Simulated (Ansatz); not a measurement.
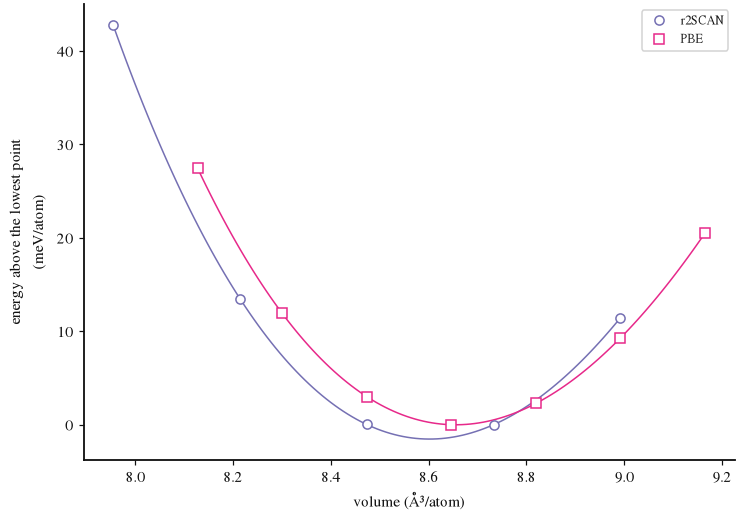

The picture above shows the energy above the lowest point against volume, with one curve for each functional, for MnO (space group Fm-3m).

How it was computed, with Ansatz 0.2.0 development build: equation of state of a cubic crystal from periodic Kohn-Sham density functional theory without spin, third-order Birch-Murnaghan fit to the free energies; pressure corrected for the finite basis.

- structure type: rock salt
- atoms in cell: 2
- space group number: 225
- lattice centring: face-centred primitive
- occupation method: Fermi–Dirac
- datasets: soft-1 PAW
- density tolerance: 1e−07 eV
- bands: 15
- density cutoff ratio: 4
- search for lower states: default

Settings that differ: r2SCAN: wave cutoff 500 eV, k mesh 14×14×14, occupation width 0.1 eV; PBE: wave cutoff 420 eV, k mesh 23×23×23, occupation width 0.0612 eV.

Order the curves by fitted equilibrium volume, smallest first.

r2SCAN 8.602, PBE 8.655 Å³/atom.

Order the curves by fitted bulk modulus, smallest first.

PBE 243, r2SCAN 254 GPa.

Limits of the calculation: known magnet treated without spin, far from its ground state; modest k-mesh, values are not fully converged in k (r2SCAN).

The computed values:

r2SCAN:
```tsv
volume (Å³/atom)	energy above the lowest point (meV/atom)
7.9546	42.8
8.2140	13.5
8.4734	0.0
8.7328	0.0
8.9922	11.4
```

PBE:
```tsv
volume (Å³/atom)	energy above the lowest point (meV/atom)
8.1275	27.4
8.3004	11.9
8.4734	3.0
8.6463	0.0
8.8192	2.3
8.9922	9.3
9.1651	20.5
```
